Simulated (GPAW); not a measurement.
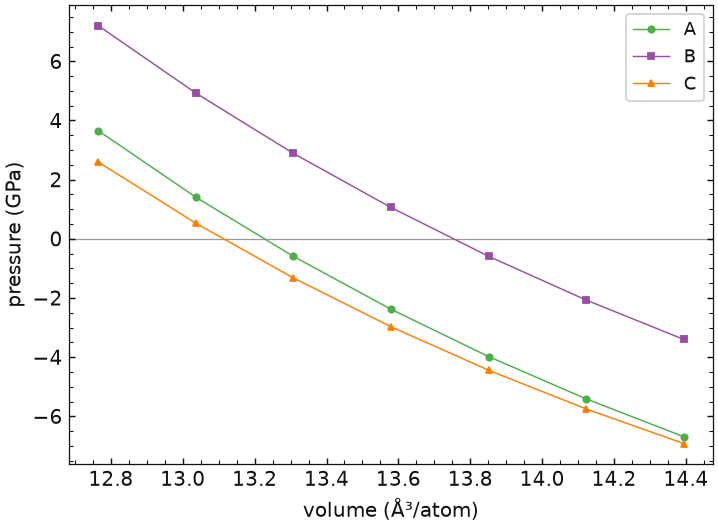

Plotted: pressure against volume, with one curve for each functional, for CaF₂ (space group Fm-3m). The labels are replaced by letters. In alphabetical order the cases are: PBE; PBEsol; r2SCAN.

Computed with GPAW 26.7.0: PAW DFT in plane waves, on a grid or in atomic orbitals, no spin polarisation; energies at scaled volumes of the given cell, shape and fractions fixed, counted from the fit's minimum, third-order Birch-Murnaghan fit. All runs: no spin polarisation.

- k mesh: 8×8×8
- occupations: Fermi–Dirac
- smearing width: 0.05 eV
- wave cutoff: 800 eV

Question: Which letter stands for which functional?

Answer: A: r2SCAN; B: PBE; C: PBEsol.

Limits of the calculation: the fit and the printed pressures don't fully agree, or the minimum lies near the end of the range (r2SCAN).
